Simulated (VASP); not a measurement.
SnO2 (space group Fm-3m, No. 225): a cell listed in the Materials Project, as set up for an electronic-structure calculation.

```yaml
crystal:
  lattice:
    - [5.14830, 0.00000, 0.00000]
    - [0.00000, 5.14830, 0.00000]
    - [0.00000, 0.00000, 5.14830]
  atoms:
    - { symbol: Sn, position: [0.00000, 0.00000, 0.00000] }
    - { symbol: O, position: [0.25000, 0.25000, 0.75000] }
    - { symbol: O, position: [0.25000, 0.75000, 0.75000] }
    - { symbol: Sn, position: [0.00000, 0.50000, 0.50000] }
    - { symbol: O, position: [0.25000, 0.75000, 0.25000] }
    - { symbol: O, position: [0.25000, 0.25000, 0.25000] }
    - { symbol: Sn, position: [0.50000, 0.00000, 0.50000] }
    - { symbol: O, position: [0.75000, 0.25000, 0.25000] }
    - { symbol: O, position: [0.75000, 0.75000, 0.25000] }
    - { symbol: Sn, position: [0.50000, 0.50000, 0.00000] }
    - { symbol: O, position: [0.75000, 0.75000, 0.75000] }
    - { symbol: O, position: [0.75000, 0.25000, 0.75000] }
```

Bonds are taken as O–Sn below 2.5 Å; no other contact counts. Simplification: prune 0- and 1-connected atoms, fold 2-connected ones into links.

Derive the underlying net.

The result is a binodal (4,8)-connected, three-periodic net: O is a 4-connected node; Sn is an 8-connected node, in the ratio 2:1. It is the flu net, known from fluorite. It is a single net, without interpenetration.

```tsv
node	links	point symbol	coordination sequence
O	4	4⁶	4 22 24 82
Sn	8	4¹²·6¹²·8⁴	8 12 48 42
```

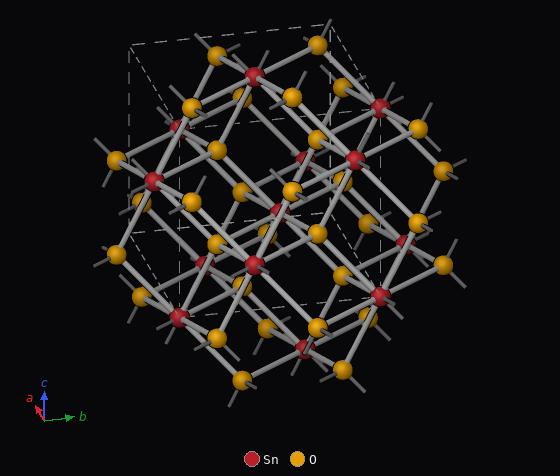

Nodes are coloured by element. Short stubs are edges that leave the cut-out.
